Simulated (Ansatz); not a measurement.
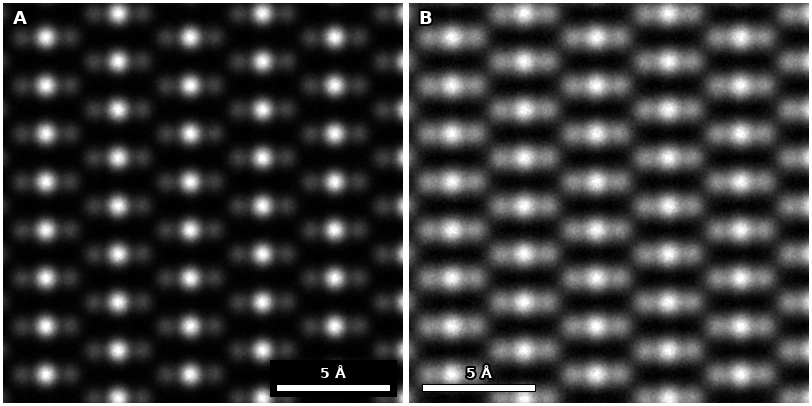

Two simulated images of the same area of PtSe2 (P-3m1, No. 164) along [201], with a probe of 0.74 Å. One is incoherent Z contrast (Z^1.7 per atom), the other the projected potential of neutral atoms blurred by the probe (iDPC-like, thin sample). Brightness is counted from the darkest point of the image. Shot noise was added. Atomic positions: a calculation's input that goes back to an entry of the Crystallography Open Database (an earlier step may have relaxed or displaced it).

**Which panel is which, and how can one tell?**

A is the Z-contrast image and B the potential image. The columns of 1 Se per repeat reach about 25 % of the brightest peak (1 Pt) in A but about 55 % in B, mainly since the potential grows much more slowly with atomic number.
